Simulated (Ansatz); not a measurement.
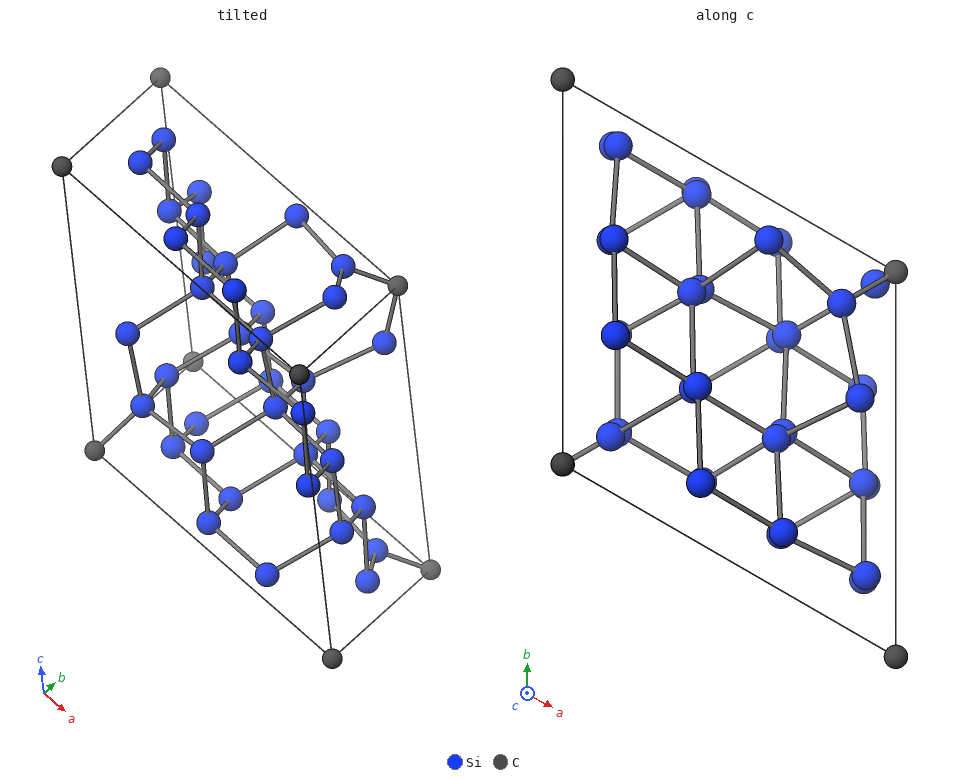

The crystal in a ball-and-stick representation, seen slightly off an axis and along the c axis. The wireframe shows the simulation cell.

Describe the arrangement of the atoms.

It has the composition Si$_{32}$C. It has 33 atoms to the cell (32 Si, 1 C). About every C there are three Si. The bonds build a three-dimensional framework.

The structure was taken from a structure listed in the Materials Project, repeated into a supercell with a point defect put in. The atoms were relaxed in a fixed cell with DFT PBEsol, scalar-relativistic, plane waves, PAW in Ansatz 0.2.0.
